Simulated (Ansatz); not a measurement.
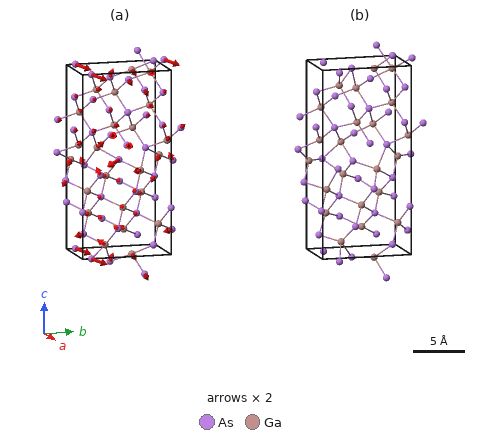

The structure of an interface cell of composition GaAs before (left) and after (right) a relaxation, at one scale. The red arrows give the displacements (the part carried along by the change of the cell is left out), 2 times their true length.

The picture is a ball-and-stick view of the cell of the calculation (origin shifted), seen slightly off an axis.

Case: symmetric tilt boundary Sigma 5 (3 1 0), mirror on a plane, shift [0.5, 0].

The calculation used DFT PBE, scalar-relativistic, plane waves, PAW (Ansatz).

The input:
```yaml
crystal:
  lattice:
    - [5.7453845737, 0.0, 0.0]
    - [0.0, 9.0842506432, 0.0]
    - [0.0, 0.0, 18.4685012864]
  atoms:
    - { symbol: As, position: [0.25, 0.5, 1.0] }
    - { symbol: Ga, position: [0.0, 0.0, 0.0] }
    - { symbol: Ga, position: [0.0, 0.6, 0.0983756126] }
    - { symbol: Ga, position: [0.0, 0.4, 0.3935024506] }
    - { symbol: As, position: [0.25, 0.1, 0.0983756126] }
    - { symbol: As, position: [0.25, 0.7, 0.1967512253] }
    - { symbol: Ga, position: [0.5, 0.3, 0.0491878063] }
    - { symbol: Ga, position: [0.5, 0.9, 0.147563419] }
    - { symbol: Ga, position: [0.5, 0.1, 0.3443146442] }
    - { symbol: Ga, position: [0.5, 0.7, 0.4426902569] }
    - { symbol: As, position: [0.75, 0.4, 0.147563419] }
    - { symbol: As, position: [0.75, 0.2, 0.4426902569] }
    - { symbol: Ga, position: [0.5, 0.5, 0.2459390316] }
    - { symbol: As, position: [0.75, 0.8, 0.0491878063] }
    - { symbol: As, position: [0.75, 0.0, 0.2459390316] }
    - { symbol: As, position: [0.75, 0.6, 0.3443146442] }
    - { symbol: Ga, position: [0.0, 0.2, 0.1967512253] }
    - { symbol: Ga, position: [0.0, 0.8, 0.2951268379] }
    - { symbol: As, position: [0.25, 0.3, 0.2951268379] }
    - { symbol: As, position: [0.25, 0.9, 0.3935024506] }
    - { symbol: Ga, position: [0.5, 0.6, 0.8935024506] }
    - { symbol: Ga, position: [0.5, 0.4, 0.5983756126] }
    - { symbol: As, position: [0.75, 0.1, 0.8935024506] }
    - { symbol: As, position: [0.75, 0.7, 0.7951268379] }
    - { symbol: Ga, position: [0.0, 0.3, 0.9426902569] }
    - { symbol: Ga, position: [0.0, 0.9, 0.8443146442] }
    - { symbol: Ga, position: [0.0, 0.1, 0.647563419] }
    - { symbol: Ga, position: [0.0, 0.7, 0.5491878063] }
    - { symbol: As, position: [0.25, 0.4, 0.8443146442] }
    - { symbol: As, position: [0.25, 0.2, 0.5491878063] }
    - { symbol: Ga, position: [0.0, 0.5, 0.7459390316] }
    - { symbol: As, position: [0.25, 0.8, 0.9426902569] }
    - { symbol: As, position: [0.25, 0.0, 0.7459390316] }
    - { symbol: As, position: [0.25, 0.6, 0.647563419] }
    - { symbol: Ga, position: [0.5, 0.2, 0.7951268379] }
    - { symbol: Ga, position: [0.5, 0.8, 0.6967512253] }
    - { symbol: As, position: [0.75, 0.5, 0.5] }
    - { symbol: As, position: [0.75, 0.3, 0.6967512253] }
    - { symbol: As, position: [0.75, 0.9, 0.5983756126] }
    - { symbol: Ga, position: [0.5, 0.0, 0.5] }
basis:
  ecutwfc: 420
kpoints:
  mp_grid: { grid: [6, 4, 2] }
hamiltonian:
  xc: pbe
scf:
  occupations: { method: gaussian, width: 0.05 }
output:
  forces: true
  stress: true
  eigenvalues: true
  populations: true
relax:
  adjacent_minimum: "off"
  f_tol: 0.02
  max_steps: 60
  cell: { fix: [a, b, alpha, beta, gamma], stress_tol: 0.1 }
```

Run as
```bash
ansatz run input.yaml --threads 4 --pin off --max-ram 12288MiB --backend cpu --events-out ev --progress --plain --runs-dir out
```

**Summarise the run.**

The run was cut off at its time limit before the relaxation converged, so the last structure is only a point on the way. After 5 geometry steps the energy has fallen by 3.842 eV per cell of the calculation. Largest force component: 1 eV/Å at the start, 0.7 eV/Å at the end. Pressure: 1.32 GPa at the start and −0.64 GPa at the end. The largest moves relative to the cell, 0.86 Å, are those of As12 and As32. As12 goes roughly along [3 −3 −1]. Largest moves by element: As 0.86 Å, Ga 0.50 Å. The drawn cell changes as follows: a unchanged at 5.745 Å, b unchanged at 9.084 Å, c 18.469 → 18.931 Å (+2.5 %); the volume changes by +2.5 %. Near-neighbour distances that change, for instance: As12–As37 2.924 → 3.846 Å, As12–As20 4.063 → 3.259 Å, As16–As37 3.015 → 3.387 Å, As20–Ga40 2.599 → 2.817 Å. Bond angles that change, for instance: Ga4–As12–Ga40 176.9° → 130.6°, As1–Ga25–As23 176.9° → 148.5°, As29–Ga21–As32 109.5° → 136.0°.
